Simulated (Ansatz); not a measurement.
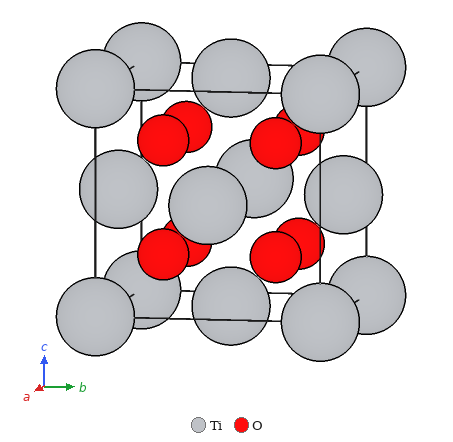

View slightly off an axis, drawn as a spheres-only model. The wireframe shows the conventional unit cell.

TiO$_{2}$, fluorite (CaF₂ type), space group Fm-3m (No. 225), a = 4.794 Å, b = 4.794 Å, c = 4.794 Å, α = 90.00°, β = 90.00°, γ = 90.00°. The model was built from a structure type filled with these elements by a generator (whether the compound takes this form wasn't checked). Earlier steps of the study may have refined or changed the cell and positions. Ansatz was used for an electronic-structure calculation on it.

This one geometry was computed with Ansatz (DFT, plane waves, PAW) at six levels of theory: r2SCANh, PBE0, LC-wPBE, dielectric-dependent PBE0 (fraction 1/eps_inf of PBE), PBE and HSE06. It was relaxed beforehand with r2SCAN.

Q: Which level gives the highest pressure at this volume, and what does that say about its equilibrium volume?

A: Highest: PBE (5.9 GPa), which points to the largest equilibrium volume. Lowest, with the smallest volume: LC-wPBE (-7.4 GPa). Levels within 0.5 GPa of each other can't be told apart.

Q: How does the band gap change with the level of theory?

A: PBE: a gap of 1.14 eV, indirect; dielectric-dependent PBE0 (fraction 1/eps_inf of PBE): a gap of 2.00 eV, indirect; r2SCANh: a gap of 2.33 eV, indirect; HSE06: a gap of 2.63 eV, indirect; PBE0: a gap of 3.35 eV, indirect; LC-wPBE: a gap of 7.71 eV, indirect.

Q: Collect the results in a table.

A:
| level | cutoff (eV) | k-mesh of the run's cell | gap (eV) | pressure (GPa) |
| --- | --- | --- | --- | --- |
| r2SCANh | 500 | 6×6×6 | 2.33 | -2.9 |
| PBE0 | 420 | 6×6×6 | 3.35 | -4.0 |
| LC-wPBE | 420 | 6×6×6 | 7.71 | -7.4 |
| dielectric-dependent PBE0 (fraction 1/eps_inf of PBE) | 420 | 6×6×6 | 2.00 | 1.8 |
| PBE | 420 | 10×10×10 | 1.14 | 5.9 |
| HSE06 | 420 | 6×6×6 | 2.63 | -3.9 |

Gaps are taken on the k-mesh or band path of each run.
